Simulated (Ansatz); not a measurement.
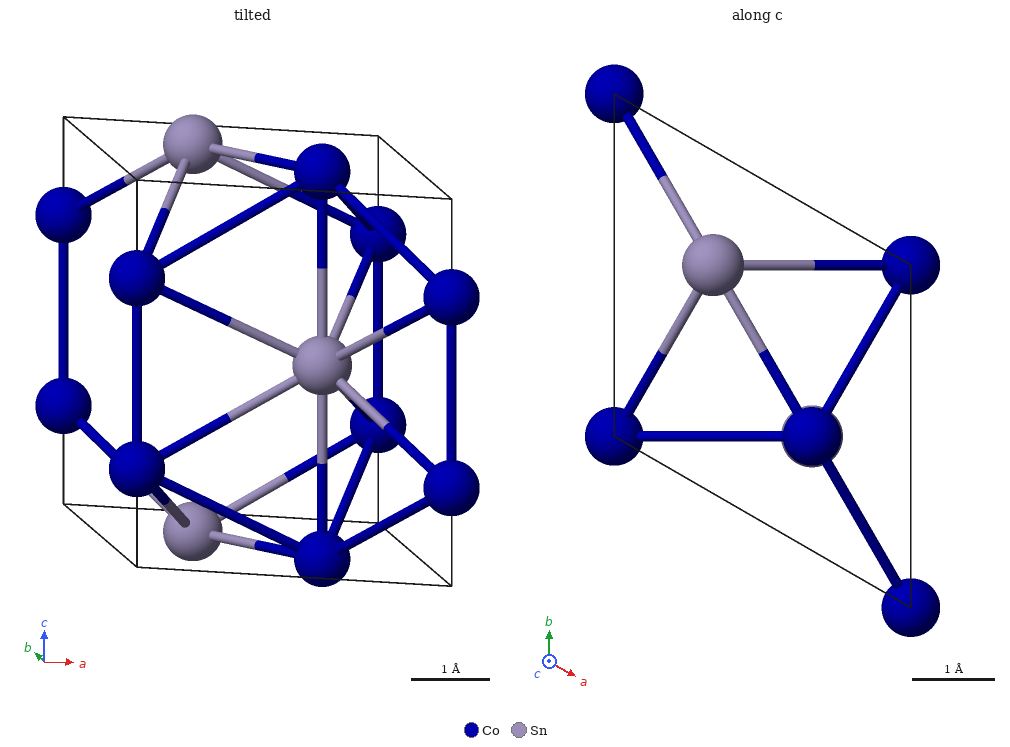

The figure gives a ball-and-stick picture of the atoms, viewed slightly off an axis and along the c axis. Lines trace the edges of the conventional unit cell. Cell: a = 4.223 Å, b = 4.223 Å, c = 5.067 Å, α = 90.00°, β = 90.00°, γ = 120.00°.

The material is Co3Sn2. The atoms follow space group P-6m2 (No. 187); the Bravais lattice is primitive hexagonal. Atoms per cell: 5 (3 Co, 2 Sn). By contacts within bonding range, the coordination numbers are Co 11 and Sn 8 to 9 (mean 8.5).

The structure comes from a structure listed in the Materials Project. Earlier steps of the study, as a rule a relaxation of our own, may have changed the cell and positions, so they can lie some per cent off the listed ones. It went into a calculation with Ansatz.
